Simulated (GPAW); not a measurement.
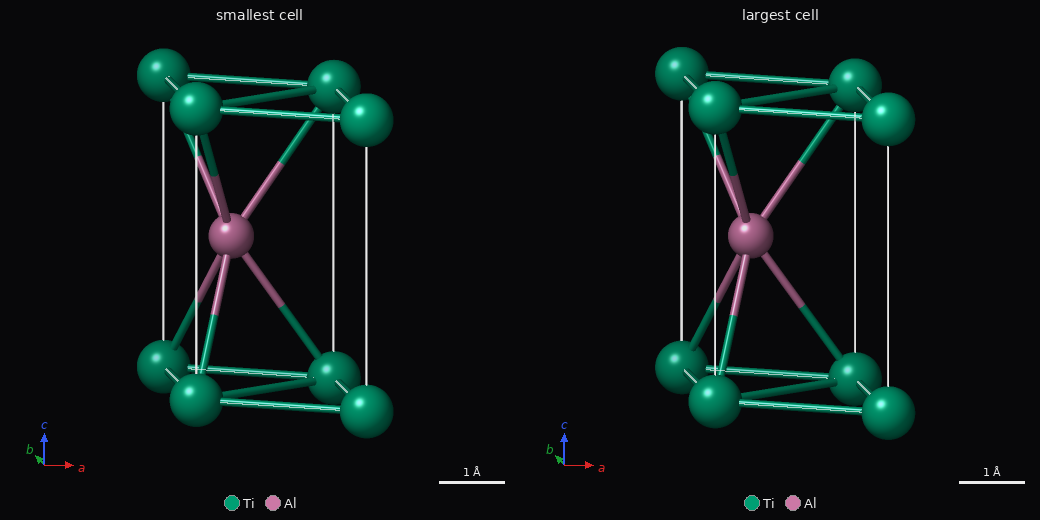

TiAl, space group P-6m2 (No. 187), relaxed (cell and atoms, zero pressure) with five choices of dispersion term on top of PBEsol; the smallest and the largest of the relaxed conventional cells are drawn to one scale (sticks follow a distance rule). The start was a structure listed in the Materials Project. It needn't be the stable form of this composition.

Alike in all runs: GPAW 26.7.0; functional PBEsol; potentials PAW data sets generated in the run's folder for this functional; cutoff 600 eV; k mesh 9 × 9 × 5 on the run's cell of 2 atoms; occupations fermi-dirac, width 0.05 eV; no spin polarisation; no spin-orbit coupling. All runs are metallic.

| level | volume (Å³/atom) | a (Å) | c (Å) |
| --- | --- | --- | --- |
| none | 16.18 | 2.842 | 4.627 |
| D3 | ? | ? | ? |
| D3(BJ)-ATM | 15.63 | 2.802 | 4.597 |
| D3(BJ) | 15.52 | 2.794 | 4.590 |
| D4 | 15.97 | 2.829 | 4.609 |

### Fill in the row of D3.

Volume 15.68 Å³/atom; a 2.803 Å; c 4.610 Å. That is between D3(BJ)-ATM and D4 in volume.

### Order the levels by the relaxed volume, smallest first.

D3(BJ) (15.52 Å³/atom), D3(BJ)-ATM (15.63 Å³/atom), D3 (15.68 Å³/atom), D4 (15.97 Å³/atom), none (16.18 Å³/atom). Rows within a few tenths of a per cent can't be told apart.

Caveat: later steps reuse the first step's grids; pairwise dispersion terms can overbind metals strongly.
